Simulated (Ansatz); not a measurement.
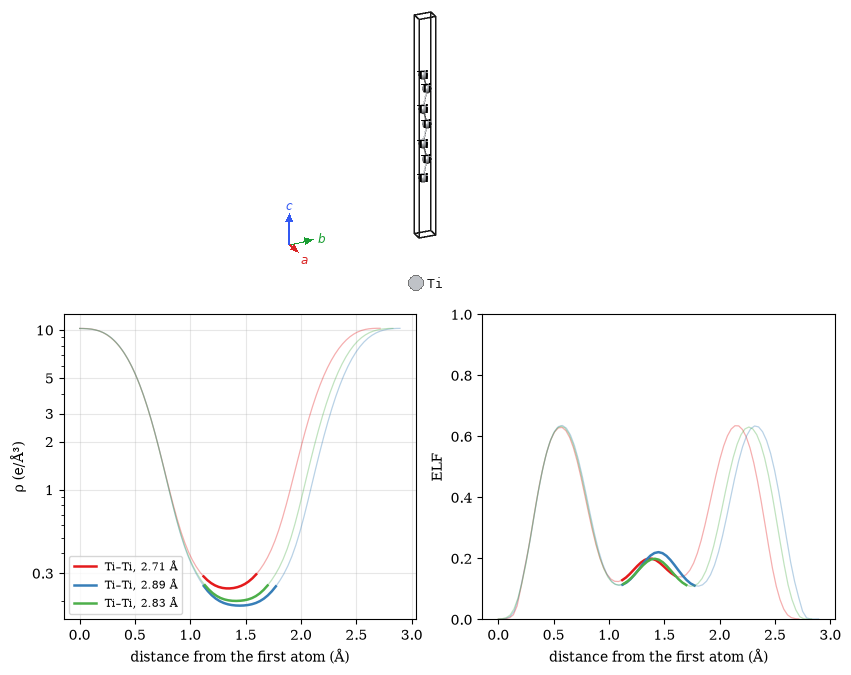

Figure. Ti (slab). Valence pseudo-density and ELF along straight lines between neighbouring atoms. Thin, pale parts lie inside the atomic spheres. The structure is drawn too.

Computed without spin polarisation.

All numbers below come from DFT PBEsol, scalar-relativistic, plane waves, PAW in Ansatz 0.2.0.

Core electrons are frozen (PAW), and the valence fields are smoothed inside the atomic spheres.

Compare the contacts.

Ti–Ti (2.71 Å): ρ is about 0.24 e/Å³ halfway; the ELF is about 0.20 at the midpoint; no shared electron pair shows on this line.
Ti–Ti (2.89 Å): ρ is about 0.19 e/Å³ halfway; the ELF is about 0.20 at the midpoint: no shared electron pair shows on this line.
Ti–Ti (2.83 Å): the density is about 0.2 e/Å³ at the midpoint; the ELF is about 0.20 at the midpoint; no localised pair shows between them.
